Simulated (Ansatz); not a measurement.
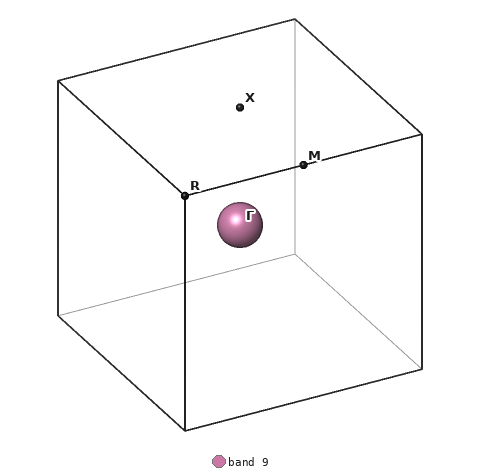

Constant-energy surfaces of CsBr (Pm-3m), 0.20 eV above the conduction-band minimum (one colour a band).

The calculation used Ansatz, DFT LDA, scalar-relativistic, plane waves, PAW; levels and slopes on a dense k mesh at the converged density. No spin polarisation. The levels come from a k mesh of 28×28×28 points. Cell and positions as given, without relaxation.

Masses come from a second pass at points close to the extrema; at the energies drawn a band may no longer be parabolic.

Question: Describe the band extrema that these surfaces surround.

Answer: Band 9 forms the conduction edge. Within this energy: one minimum at Γ, mass 0.29 mₑ in all directions. Further from the edge, not drawn: three equivalent minima at M, 0.87 eV above the edge, principal masses 0.32, 0.65 and 0.65 mₑ.

Question: And the gap?

Answer: The gap is direct, 4.13 eV at this level of theory, which underestimates gaps and can reorder valleys that lie close. Another valley lies within 0.05 eV of an edge, so the kind of gap can change with the cell or the functional.

Spin-orbit coupling, left out here, can change the gap, its kind, the place of the band edges and the masses, since the compound holds Cs and Br.

Time for the whole run: 29 s on 1 thread of Arm Neoverse V2, on a shared host, peak memory 0.6 GiB.
